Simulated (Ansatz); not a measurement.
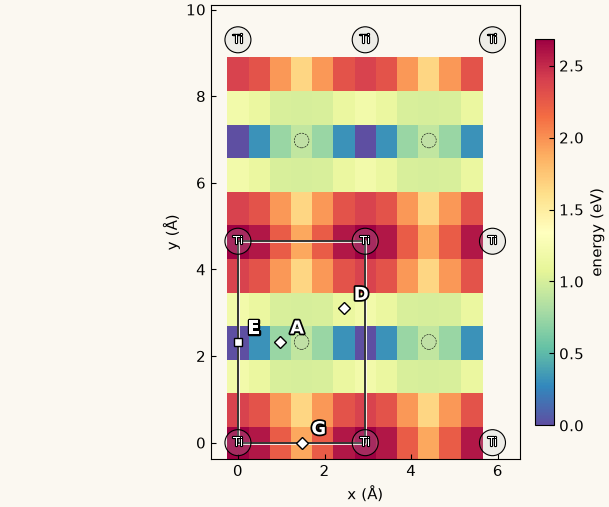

Si on a Ti(100) slab cut from the P6_3/mmc phase, its upper half relaxed before the scan (12 atoms of substrate and one adsorbate in a 2 × 1 cell). 
- Si is moved over the surface cell; relaxed at each place: the height of the adsorbate's atoms; substrate rigid; the origin of the map has the adsorbate above Ti11.
- Places are given modulo a cell vector. The map is drawn in real space over the plane of the surface.
- Grid: 6 × 6 points; 16 points were computed and 20 follow by symmetry.
- Places are given in fractions of the 1 × 1 surface cell.
- All energies are given in eV relative to the lowest grid point.
- Theory: DFT PBE, scalar-relativistic, plane waves, PAW (Ansatz). Settings: cutoff 420 eV, k-mesh 5×6×1, gaussian smearing 0.1 eV, no spin polarisation.

In the figure: one coloured cell a grid point, labelled circles for the atoms of the top layer and small ones for the second layer, the outline of one cell of the 2 × 2 shown, lettered points.

**What kind of point is each of A, D, E, G: minimum, saddle, maximum or slope?**

A: on a slope; D: on a slope; E: minimum; G: saddle point. (In these two coordinates alone; a stationary point may lie a little off the grid point.)

**Rank the lettered points by energy, lowest first.**

E (0.00 eV), A (0.73 eV), D (1.12 eV), G (1.90 eV).

PAW datasets: the set soft_1.
